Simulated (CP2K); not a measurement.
# Al: 6 runs along one coordinate

System: Al (1 atom in the cell).
Method: Kohn-Sham DFT of a periodic cell, PBE, GTH-PBE with UZH-TZVP basis, no spin polarisation (CP2K 2026.2).

The 6 runs differ only in the geometry, by an even scaling of the cell at fixed fractional positions. The structure derives from an entry of the Crystallography Open Database.

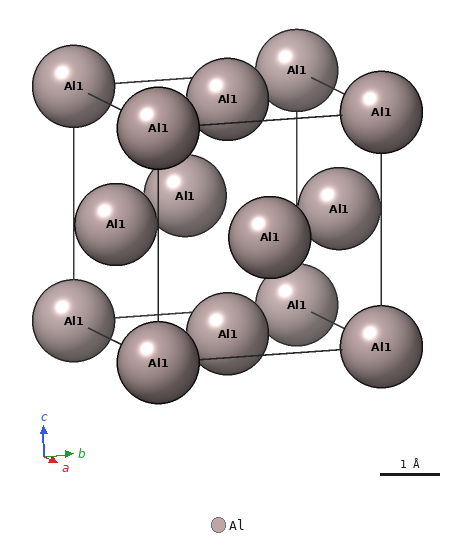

Figure 1. The structure of run 4 (spheres-only view of the cell 4 times as large as that of the calculation, set on its symmetry axes, seen slightly off an axis; atoms are numbered from 1 in the order of the input).

### Input of run 4
```
&GLOBAL
  PROJECT al_eos
  RUN_TYPE ENERGY_FORCE
  PRINT_LEVEL LOW
&END GLOBAL
&FORCE_EVAL
  METHOD QS
  STRESS_TENSOR ANALYTICAL
  &DFT
    BASIS_SET_FILE_NAME BASIS_MOLOPT_UZH
    POTENTIAL_FILE_NAME POTENTIAL_UZH
    WFN_RESTART_FILE_NAME previous-RESTART.kp
    &MGRID
      CUTOFF 450
      REL_CUTOFF 60
      NGRIDS 5
    &END MGRID
    &QS
      METHOD GPW
      EPS_DEFAULT 1.0E-10
    &END QS
    &KPOINTS
      SCHEME MONKHORST-PACK 11 11 11
      GAMMA_CENTERED T
      SYMMETRY T
      SYMMETRY_BACKEND SPGLIB
    &END KPOINTS
    &SCF
      SCF_GUESS RESTART
      EPS_SCF 1.0E-6
      MAX_SCF 100
      ADDED_MOS 8
      CHOLESKY OFF
      EPS_EIGVAL 1.0E-7
      &DIAGONALIZATION ON
        ALGORITHM STANDARD
      &END DIAGONALIZATION
      &MIXING ON
        METHOD BROYDEN_MIXING
        ALPHA 0.4
        BETA 1.5
        NBUFFER 8
      &END MIXING
      &SMEAR ON
        METHOD FERMI_DIRAC
        ELECTRONIC_TEMPERATURE [K] 580.226
      &END SMEAR
    &END SCF
    &XC
      &XC_FUNCTIONAL
        &GGA_X_PBE
        &END GGA_X_PBE
        &GGA_C_PBE
        &END GGA_C_PBE
      &END XC_FUNCTIONAL
    &END XC
    &PRINT
      &KPOINTS ON
      &END KPOINTS
      &MULLIKEN ON
      &END MULLIKEN
      &MO ON
        ENERGIES T
        OCCUPATION_NUMBERS T
        &EACH
          QS_SCF 0
        &END EACH
        ADD_LAST NUMERIC
      &END MO
    &END PRINT
  &END DFT
  &SUBSYS
    &CELL
      A 2.8824708653 0.0000000000 0.0000000000
      B 1.4412354327 2.4962929950 0.0000000000
      C 1.4412354327 0.8320976650 2.3535276061
      PERIODIC XYZ
    &END CELL
    &COORD
      SCALED
      Al  0.0000000000 0.0000000000 0.0000000000
    &END COORD
    &KIND Al
      BASIS_SET TZVP-MOLOPT-PBE-GTH-q3
      POTENTIAL GTH-PBE-q3
    &END KIND
    &PRINT
      &ATOMIC_COORDINATES ON
      &END ATOMIC_COORDINATES
      &CELL ON
      &END CELL
    &END PRINT
  &END SUBSYS
  &PRINT
    &FORCES ON
    &END FORCES
    &STRESS_TENSOR ON
    &END STRESS_TENSOR
  &END PRINT
&END FORCE_EVAL
```

Command:
```bash
OMP_NUM_THREADS=1 cp2k.psmp -i al_eos.inp -o al_eos.out
```

Run 2 differs from it as follows:
```diff
-      A 2.8824708653 0.0000000000 0.0000000000
-      B 1.4412354327 2.4962929950 0.0000000000
-      C 1.4412354327 0.8320976650 2.3535276061
+      A 2.8248059117 0.0000000000 0.0000000000
+      B 1.4124029558 2.4463536802 0.0000000000
+      C 1.4124029558 0.8154512268 2.3064443686
```

### Results, with one run withheld

| run | volume per atom (Å³) | free energy per atom, from the lowest run given (meV) | pressure (GPa) |
| --- | --- | --- | --- |
| 1 | 15.607 | 11.42 | 4.73 |
| 2 | 15.939 | ? | ? |
| 3 | 16.271 | 0.00 | 0.92 |
| 4 | 16.935 | 2.80 | −2.16 |
| 5 | 17.267 | 8.64 | −3.46 |
| 6 | 17.599 | 17.05 | −4.63 |

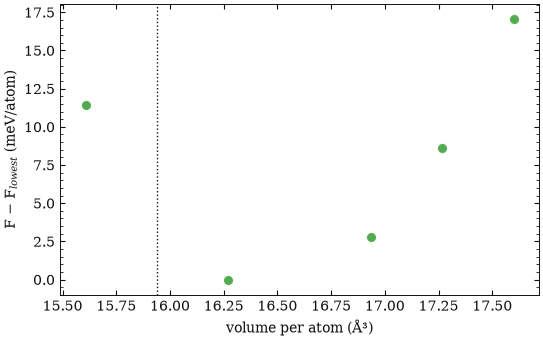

Figure 2. Free energy per atom of the runs given; the dotted line marks run 2.

What should run 2 give?

A cubic polynomial in V^(−2/3) (the Birch–Murnaghan form), fitted to the 5 runs given, misses them by under 0.01 meV per atom. With x = V^(−2/3) − 0.15300 Å⁻², it reads F = 0.43784 − 1212.6 x + 3.8349e+05 x² + 4.4885e+05 x³ (meV per atom). At run 2 it gives 3.74 meV per atom, and the run itself gives 3.74. The slope of the fit gives a pressure −dF/dV of 2.72 GPa there, and the run prints 2.72 GPa. The fit has its minimum at 16.454 Å³ per atom, where V d²F/dV² gives 79.7 GPa: the bulk modulus at this level, since symmetry fixes the shape and the positions.

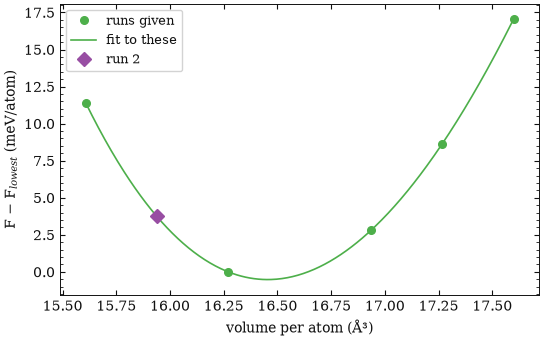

Figure 3. The fit and the withheld run.

### Some lines of the output (run 2)
```
[...]
 CELL| Volume [angstrom^3]:                                            15.938625
 CELL_REF| Volume [angstrom^3]:                                        15.938625
                        Smear method:                                FERMI_DIRAC
  Step     Update method      Time    Convergence         Total energy    Change
  Fermi energy:                                                 0.27202890183402
  Total energy:                                                -2.07253687603794
  Total energy (extrapolated to T->0):                         -2.07246034306100
 MO| E(Fermi):            0.272029 a.u.          7.402283 eV
 MO| Band gap:            0.548467 a.u.         14.924551 eV
 MO| Band gap:            0.434047 a.u.         11.811031 eV
 MO| Band gap:            0.331261 a.u.          9.014077 eV
 MO| Band gap:            0.471460 a.u.         12.829093 eV
```
